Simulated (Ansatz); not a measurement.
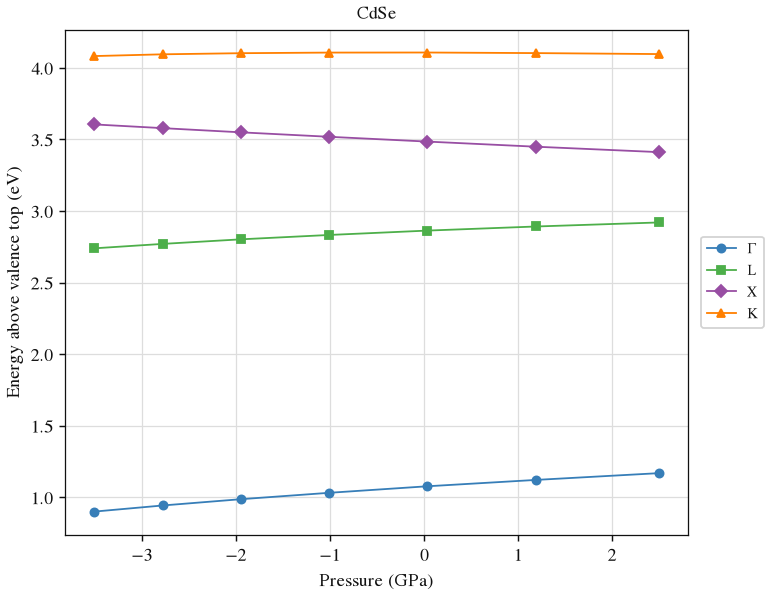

Lowest conduction level at each named k point, counted from the valence-band top at Γ.

System: zincblende CdSe, space group F-43m (No. 216), 2 atoms in the primitive cell. The cell is scaled uniformly. Ansatz 0.2.0; r2SCAN with D3(BJ) dispersion, Ansatz PAW, no spin polarisation, no spin-orbit coupling, 8×8×8 k mesh, 500 eV cutoff.

How does each level move from −3.5 GPa to 2.5 GPa?

Γ rises by 0.27 eV, L rises by 0.18 eV, X falls by 0.20 eV and K stays within 0.02 eV.

Which of these conduction levels is lowest, and does that change?

The lowest is the one at Γ, over the whole range, so among these points the gap stays direct.

What are the pressure coefficients?

Straight lines through the points have slopes of +44 at Γ, +30 at L, −32 at X and +2 at K (meV per GPa).

The values:
```csv
pressure,Γ (eV),L (eV),X (eV),K (eV),volume (Å³/atom)
−3.5 GPa,0.90,2.74,3.61,4.08,30.68
−2.8 GPa,0.94,2.77,3.58,4.09,30.10
−1.9 GPa,0.99,2.80,3.55,4.10,29.52
−1.0 GPa,1.03,2.83,3.52,4.11,28.94
0.0 GPa,1.08,2.86,3.49,4.11,28.36
1.2 GPa,1.12,2.89,3.45,4.10,27.78
2.5 GPa,1.17,2.92,3.41,4.10,27.21
```

Spin-orbit coupling is left out, which matters for Se. The PAW data sets were made with another functional. LDA, GGA and most meta-GGA functionals understate gaps. The usual form of CdSe is wurtzite, though both occur.
